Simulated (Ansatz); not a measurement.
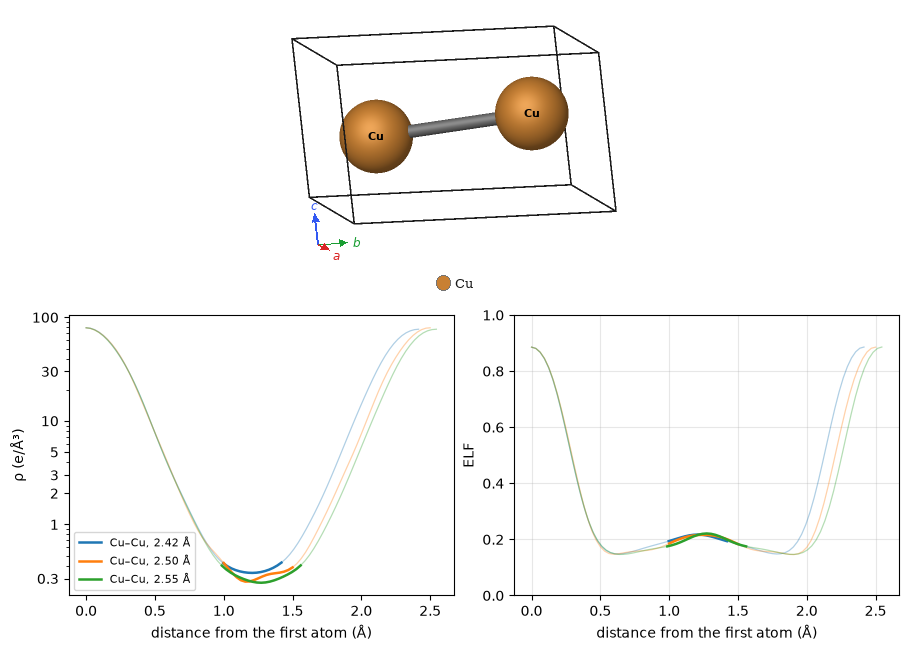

Figure 1: Cu. Valence pseudo-density and ELF along straight lines between neighbouring atoms. Thin, pale parts lie inside the atomic spheres. The structure is drawn too.

Space group P2₁/m; a point of a scan over the structure, not its minimum; a structure from a database of computed crystals, not necessarily the ambient phase; not relaxed (largest force 0.5 eV/Å); computed pressure about 3 GPa in this cell; computed without spin polarisation; PAW files of the earlier set (soft_1).

Level of theory: DFT PBE, scalar-relativistic, plane waves, PAW (Ansatz).

Core electrons are frozen (PAW), and the valence fields are smoothed inside the atomic spheres.

What can be read from the curves?

Cu–Cu (2.42 Å): ρ is about 0.34 e/Å³ halfway; the ELF is about 0.20 at the midpoint: no localised pair shows between them.
Cu–Cu (2.50 Å): the density is about 0.3 e/Å³ at the midpoint; the ELF is about 0.20 at the midpoint: no localised pair shows between them.
Cu–Cu (2.55 Å): the density is about 0.27 e/Å³ at the midpoint; the ELF is about 0.20 at the midpoint; no shared electron pair shows on this line.
